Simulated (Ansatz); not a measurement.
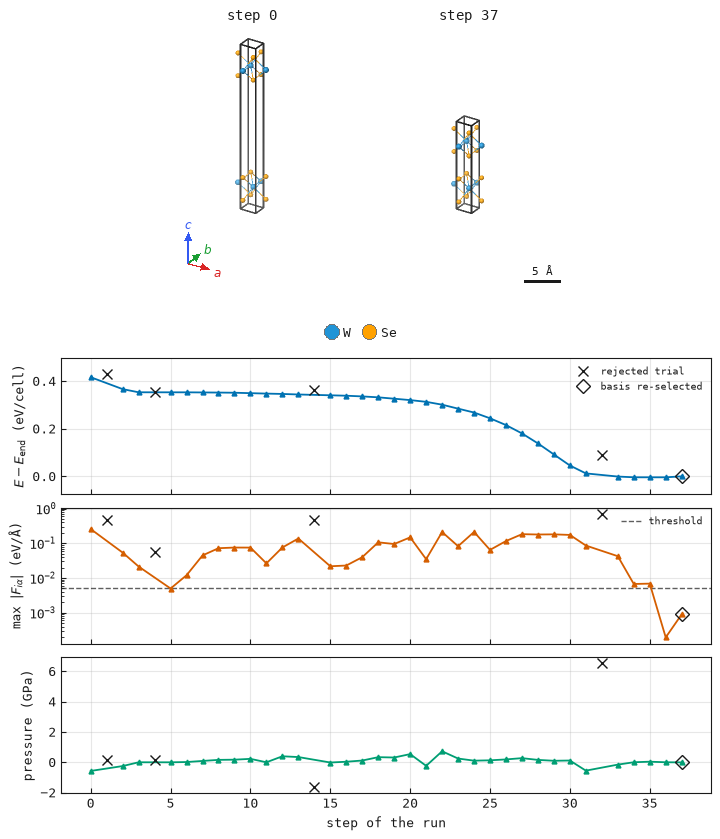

First and last geometry of a relaxation of solid WSe$_{2}$ (built on the database structure type), with the history of the run. Style: ball-and-stick. Shown: the cell of the calculation, slightly off an axis.

These are results of DFT, PBE-D3(BJ), plane waves, PAW (Ansatz 0.2.0), not measurements. Set-up: plane-wave cutoff 420 eV; k-point mesh 12 × 12 × 2; occupations fermi dirac; smearing width 0.02 eV; no spin polarisation; cell and atoms relaxed; force threshold 0.005 eV/Å.

> Did the run converge, and what did it change?

It converged. The largest moves relative to the cell, 2.19 Å, are those of Se atoms. By element the largest moves are Se 2.19 Å, W 1.39 Å. The drawn cell changes as follows: a = b 3.318 → 3.279 Å (−1.2 %), c 24.069 → 12.793 Å (−46.8 %); the volume changes by −48.1 %. The space group (tolerance 0.01 Å) goes from P-3m1 (No. 164) to P6_3/mmc (No. 194). After 32 accepted moves (37 points after the start) the energy has fallen by 0.416 eV per cell of the calculation. Largest force component: 0.26 eV/Å at the start, 0.0009 eV/Å at the end. The pressure goes from −0.57 to −0.01 GPa. The line search rejected the trial steps at points 1, 4, 14, 32 of the run. At 1 point the geometry stayed and the basis and grid were re-selected for the new cell (energy shift of 4.0 meV per cell of the calculation at most each time).

```tsv
step	E − E(0), meV/atom	largest force component, eV/Å	pressure, GPa	volume, Å³/atom	note
0	0.00	0.2563	-0.57	38.242	
1	2.09	0.4550	0.12	35.702	rejected
2	-8.33	0.0538	-0.25	37.081	
3	-10.55	0.0214	0.00	36.489	
4	-10.54	0.0570	0.12	36.402	rejected
5	-10.56	0.0050	0.00	36.475	
6	-10.58	0.0120	0.02	36.417	
7	-10.65	0.0447	0.09	36.007	
8	-10.74	0.0721	0.16	35.460	
9	-10.85	0.0753	0.17	34.975	
10	-11.16	0.0751	0.22	33.686	
11	-11.46	0.0264	0.00	32.756	
13	-12.08	0.1370	0.34	30.719	
14	-9.21	0.4551	-1.64	30.038	rejected
16	-12.95	0.0229	0.03	29.740	
17	-13.44	0.0398	0.11	29.054	
19	-15.04	0.0952	0.31	27.366	
20	-16.02	0.1479	0.54	26.537	
21	-17.22	0.0348	-0.24	26.169	
23	-22.00	0.0823	0.25	24.328	
24	-24.71	0.2116	0.11	23.872	
26	-33.50	0.1160	0.19	22.494	
27	-39.33	0.1828	0.27	21.936	
28	-46.33	0.1788	0.16	21.414	
30	-61.79	0.1739	0.12	20.439	
31	-67.32	0.0860	-0.55	20.056	
33	-69.52	0.0424	-0.16	19.882	
34	-70.04	0.0067	0.00	19.870	
36	-70.06	0.0002	0.00	19.853	
37	-69.38	0.0009	-0.01	19.853	same geometry, new basis
```
